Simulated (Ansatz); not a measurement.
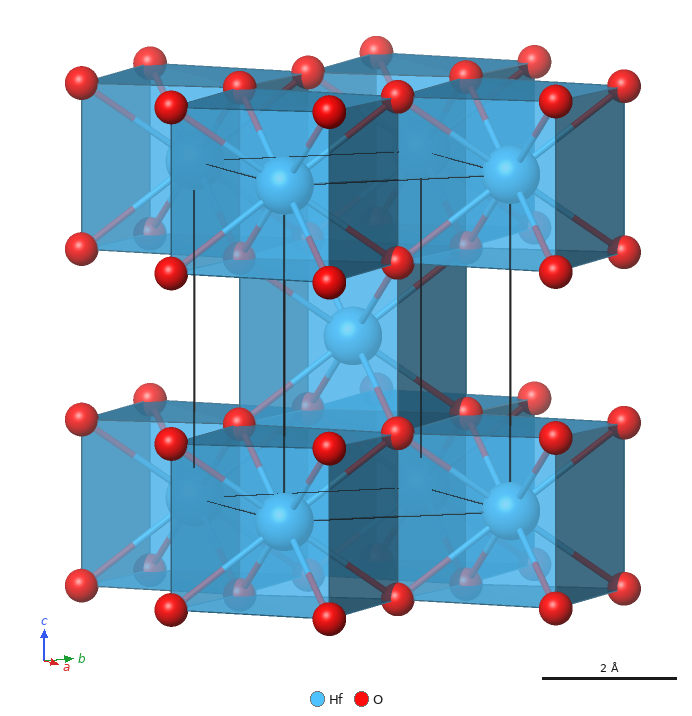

Polyhedral drawing of the structure, looking slightly off an axis. The parallelepiped is the conventional unit cell. Some neighbours outside the box are added.

HfO2, space group Immm (No. 71), a = 3.493 Å, b = 3.661 Å, c = 5.058 Å, α = 90.00°, β = 90.00°, γ = 90.00°. The initial geometry was a structure type filled with these elements by a generator (whether the compound takes this form wasn't checked). The cell was then strained or its atoms displaced on purpose. A calculation with Ansatz used it as input.

This one geometry was computed with Ansatz (DFT, plane waves, PAW) at three levels of theory: HSE06, PBE and r2SCAN. It was relaxed with r2SCAN and then strained.

Q: Which level gives the highest pressure at this volume, and what does that say about its equilibrium volume?

A: Highest: PBE (6.3 GPa), which points to the largest equilibrium volume. Lowest, with the smallest volume: HSE06 (0.0 GPa) and r2SCAN (0.3 GPa). Levels within 0.5 GPa of each other can't be told apart.

Q: How does the band gap change with the level of theory?

A: PBE: a gap of 3.80 eV, direct; r2SCAN: a gap of 4.31 eV, direct; HSE06: a gap of 5.41 eV, direct.

Q: Collect the results in a table.

A:
| level | cutoff (eV) | k-mesh of the run's cell | gap (eV) | pressure (GPa) |
| --- | --- | --- | --- | --- |
| HSE06 | 420 | 6×6×6 | 5.41 | 0.0 |
| PBE | 420 | 8×8×8 | 3.80 | 6.3 |
| r2SCAN | 500 | 8×8×8 | 4.31 | 0.3 |

Gaps are taken on the k-mesh or band path of each run.
